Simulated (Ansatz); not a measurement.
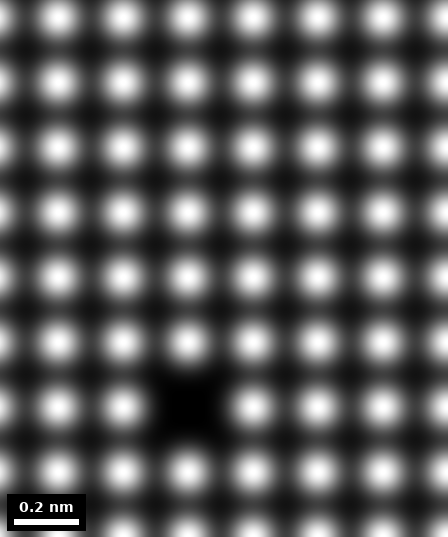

HAADF-like image of Ti (Fm-3m, No. 225) along [001]. Simulated incoherent Z contrast: every atom adds Z^1.7 spread by a probe of 1.15 Å full width; channelling and multiple scattering are left out. The probe carries 15 % of its weight in a tail 2.5 times as wide.

The sample is 1 repeat (4.1 Å) thick. One point defect was put into the perfect crystal, without relaxing the atoms around it. Brightness is counted from the darkest point of the image. Host structure: coordinates from a relaxation with DFT, PBEsol, plane waves (420 eV) with PAW, scalar-relativistic (Ansatz); the starting structure was generated, so it need not be a known form of this composition.

Where is the defect (in Å from the left and the top edge), and what does its contrast suggest?

Answer. At about 6 Å from the left and 13 Å from the top. The column has all but vanished there, which points to a vacancy or a much lighter atom. The column holds 1 atom (Ti) through the sample, and one Ti atom is missing, so its peak vanishes.
